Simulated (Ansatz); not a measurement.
## Run report: Si3C, single-point calculation (part 2 of 2)

Continued. System: Si3C (P-4m2, 4 atoms in the cell). Method: DFT, HSE06, plane waves, PAW, no spin polarisation (Ansatz 0.2.0); cutoff 420 eV, 4×4×2 k-mesh, Fermi–Dirac smearing of 0.02 eV. The structure was built on a prototype by a generator. The geometry comes from this level: r2SCAN.

Geometry of the input (Å; fractional positions):
```
3.4318  0.0000  0.0000
0.0000  3.4318  0.0000
0.0000  0.0000  5.0004
C  0.0000  0.0000  0.0000
Si 0.0000  0.5000  0.2032
Si 0.5000  0.5000  0.5000
Si 0.5000  0.0000  0.7968
```

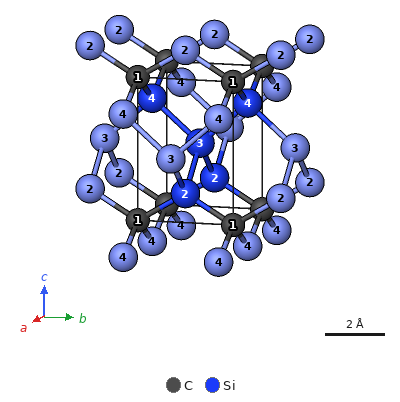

Fig. 1: The input geometry (ball-and-stick view of the cell of the calculation, seen slightly off an axis; neighbours outside the cell are drawn fainter; atoms are numbered from 1 in the order of the input).

```
hybrid outer 2: dexx = +3.429e-7 eV, tail = 1.41e-9 eV, Δε = 1.97e-3 eV (about 7.07e-5 eV left of the loop's levels), ΔF = 2.57e-3 eV/Å (tail 1.45e-4)
at 1 of the mixer's solves, all of them in the SCFs whose states led to this one, it left a direction of its history that read negative out of its fit and stepped the other way along it
hybrid SCF converged: 2 outer / 20 inner (+6 warm-up), last move |dexx| = 3.43e-7 eV, tail = 1.41e-9 eV
Stability not checked: this state was not tested for a lower state beside it, because the functional holds exact exchange (a hybrid, or Hartree-Fock), whose exchange loop this test does not read (fock_operator; see scf.lower_state_search)
Free energy (F): -2158.542411 eV
Frozen-core exchange: fock
Harris-Foulkes:  -2158.542411 eV  (|F-HF|=1.89e-10)
Internal energy: -2158.540461 eV  (E = F + TS)
E sigma→0 (E₀):  -2158.541436 eV
Entropy (-TS):   -0.001950 eV (-0.487 meV/atom)
Fermi energy:    8.324925 eV
--- Per-component energies (eV) ---
  E_band       = 19.638828
  E_kinetic    = 213.249579
  E_local      = -173.775470  (includes V_loc(G=0)·N_el)
  E_nonlocal   = 101.496740
  E_hartree    = 54.940650
  E_xc         = -175.046214
  E_vxc        = -163.871158  (∫ρ·V_xc dr)
  E_exx        = -25.889162  (= α·E_x^exact, valence–valence)
  E_paw        = -1652.506237  (= ΣΔE_a)
  E_vpaw       = -15.563719  (= ΣTr[D̂ρ^β])
  E_aug_tail   = 0.000025  (compensation charges beyond the density's cutoff)
  E_ewald      = -500.815807
  E_core_change = -0.194567  (= ΣΔE_core)
  E_smearing   = -0.001950  (= −TS)
  E_closure    = 0.000000  (closes the sum)
  Σ components = -2158.542411   (vs F -2158.542411, Δ=4.55e-13)
--- Forces (eV/Å), atoms counted from 1 ---
  atom   1  C     -0.00000000     0.00000000     0.00000000
  atom   2  Si     0.00000000     0.00000000    -0.12297595
  atom   3  Si    -0.00000000     0.00000000     0.00000000
  atom   4  Si     0.00000000    -0.00000000     0.12297595
  max |Σ_I F_I| component: 2.53e-16 eV/Å
--- Stress (GPa, compression-positive) ---
        0.396231       0.000000       0.000000
        0.000000       0.396231       0.000000
        0.000000       0.000000      -1.398156
  P = ⅓ Tr σ = -0.2019 GPa (-2.019 kbar)
--- Band table (eV; the first three rows and the last of 12) ---
  k-point 0: bands = ["-8.2076", "-2.6456", "-1.3843", "3.2910", "3.2910", "7.1960", "7.7567", "8.3265", "8.3265", "10.0061", "12.3447", "12.3447", "12.3522"]
  k-point 1: bands = ["-7.7080", "-5.0369", "2.5895", "3.5689", "3.5689", "4.0671", "7.1368", "7.1368", "9.2458", "10.2645", "12.4104", "12.5536", "14.5567"]
  k-point 2: bands = ["-7.5513", "-2.7468", "-0.9199", "1.4851", "3.7161", "4.9540", "5.5385", "8.1428", "9.2599", "12.2407", "13.0022", "13.0082", "13.1922"]
  k-point 11: bands = ["-4.8508", "-1.1368", "-1.1368", "-0.2500", "2.4310", "2.6499", "2.6499", "2.7438", "12.0675", "13.0793", "13.1414", "13.1414", "14.7217"]
```

**File rho_z.tsv**
```
# z_ang	rho[e/angstrom^3]
# format = ansatz-planar-average/11
# lattice	3.431810202	0.000000000	0.000000000
# lattice	0.000000000	3.431810202	0.000000000
# lattice	0.000000000	0.000000000	5.000433616
# sites	4
# site	6	0.000000000	0.000000000	0.000000000
# site	14	0.000000000	1.715905101	1.016080498
# site	14	1.715905101	1.715905101	2.500216808
# site	14	1.715905101	0.000000000	3.984353118
0.000000	4.132002e-1
0.138901	4.094981e-1
0.277802	3.945826e-1
0.416703	3.644901e-1
0.555604	3.236393e-1
0.694505	2.816738e-1
0.833406	2.470454e-1
0.972307	2.245091e-1
1.111207	2.154166e-1
1.250108	2.185712e-1
1.389009	2.302444e-1
1.527910	2.445229e-1
1.666811	2.549967e-1
1.805712	2.570558e-1
1.944613	2.497318e-1
2.083514	2.358799e-1
2.222415	2.205699e-1
2.361316	2.089648e-1
2.500217	2.046780e-1
2.639118	2.089648e-1
2.778019	2.205699e-1
2.916920	2.358799e-1
3.055821	2.497318e-1
3.194721	2.570558e-1
3.333622	2.549967e-1
3.472523	2.445229e-1
3.611424	2.302444e-1
3.750325	2.185712e-1
3.889226	2.154166e-1
4.028127	2.245091e-1
4.167028	2.470454e-1
4.305929	2.816738e-1
4.444830	3.236393e-1
4.583731	3.644901e-1
4.722632	3.945826e-1
4.861533	4.094981e-1
```

**File v_z.tsv**
```
# z_ang	v_es[eV]	v_tot[eV]
# format = ansatz-planar-average/11
# xc	hse06
# density_cutoff_ev	1680
# datasets	C=:simpson_from_first_knot:soft:fock:shift=0	Si=:simpson_from_first_knot:soft:fock:shift=0
# lattice	3.431810202	0.000000000	0.000000000
# lattice	0.000000000	3.431810202	0.000000000
# lattice	0.000000000	0.000000000	5.000433616
# sites	4
# site	6	0.000000000	0.000000000	0.000000000
# site	14	0.000000000	1.715905101	1.016080498
# site	14	1.715905101	1.715905101	2.500216808
# site	14	1.715905101	0.000000000	3.984353118
0.000000	6.840724e-1	-8.439650e0
0.138901	9.297951e-1	-8.167062e0
0.277802	1.337499e0	-7.648712e0
0.416703	1.481652e0	-7.386277e0
0.555604	1.284862e0	-7.545908e0
0.694505	7.201414e-1	-8.093685e0
0.833406	7.326926e-2	-8.691507e0
0.972307	-2.277665e-1	-8.923461e0
1.111207	-5.308437e-3	-8.598556e0
1.250108	7.549215e-1	-7.702973e0
1.389009	1.913997e0	-6.392806e0
1.527910	3.215706e0	-4.945768e0
1.666811	4.273900e0	-3.844853e0
1.805712	4.484755e0	-3.640596e0
1.944613	3.705957e0	-4.444892e0
2.083514	2.501261e0	-5.767808e0
2.222415	1.335917e0	-7.060824e0
2.361316	5.032680e-1	-7.971965e0
2.500217	2.028955e-1	-8.303740e0
2.639118	5.032680e-1	-7.971965e0
2.778019	1.335917e0	-7.060824e0
2.916920	2.501261e0	-5.767808e0
3.055821	3.705957e0	-4.444892e0
3.194721	4.484755e0	-3.640596e0
3.333622	4.273900e0	-3.844853e0
3.472523	3.215706e0	-4.945768e0
3.611424	1.913997e0	-6.392806e0
3.750325	7.549215e-1	-7.702973e0
3.889226	-5.308437e-3	-8.598556e0
4.028127	-2.277665e-1	-8.923461e0
4.167028	7.326926e-2	-8.691507e0
4.305929	7.201414e-1	-8.093685e0
4.444830	1.284862e0	-7.545908e0
4.583731	1.481652e0	-7.386277e0
4.722632	1.337499e0	-7.648712e0
4.861533	9.297951e-1	-8.167062e0
```

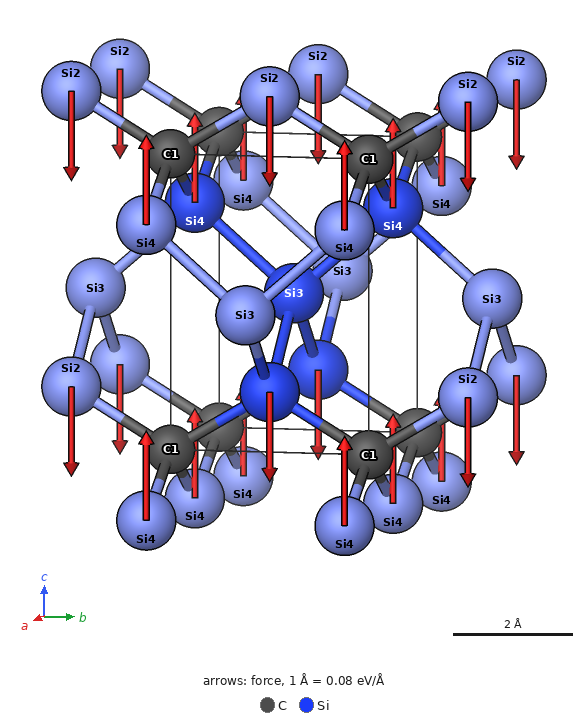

Fig. 2: Forces on the atoms as red arrows (ball-and-stick view of the cell of the calculation, seen slightly off an axis; neighbours outside the cell are drawn fainter; atoms are numbered from 1 in the order of the input). The largest act on Si2, Si4 (0.12 eV/Å). 

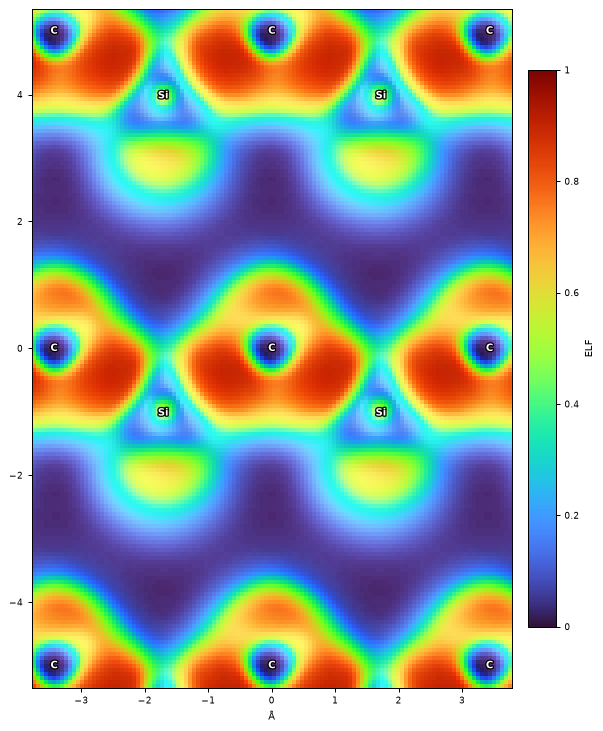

Fig. 3: Electron localisation function on the (010) plane of the conventional cell. Atoms in the plane: C and Si. Si–C (1.99 Å): the ELF peaks at about 0.95 between the atoms (localised, shared-pair bonding). Core electrons are frozen (PAW), so the fields are smoothed inside the atomic spheres.

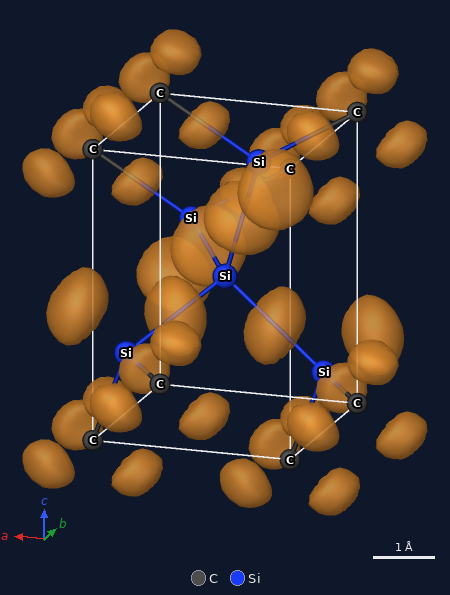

Fig. 4: Isosurface of the ELF at 0.85 (orange), seen at an oblique angle. Core shells and regions of very low density are left out. Sticks mark near contacts. The outline is the cell set on symmetry axes. The ELF exceeds this value in four regions between bonded C–Si atoms (shared pairs) and four regions between bonded Si–Si atoms (shared pairs), counted in one cell of 4 atoms. Profiles from the grid: Si–C (1.99 Å): the ELF peaks at about 0.95 between the atoms, as expected for localised, shared-pair bonding.

**Results in brief**

| quantity | value |
| --- | --- |
| outcome | converged |
| space group (tolerance 0.01 Å) | P-4m2 (115) |
| electrons treated | 16 |
| free energy | −2158.5424 eV |
| Fermi energy | 8.325 eV |
| band gap | none (metallic) |
| pressure | −0.20 GPa |
| largest force (length of the vector) | 0.123 eV/Å |
| wall time | 10 s (CPU time 33 s) |
| peak memory | 0.62 GiB |

**Notes**

The program warns: the exchange loop's threshold is looser than advised for the stress; the SCF threshold is looser than advised for the printed stress. The k-point mesh is coarse for a cell of this size, so the results may not be converged.
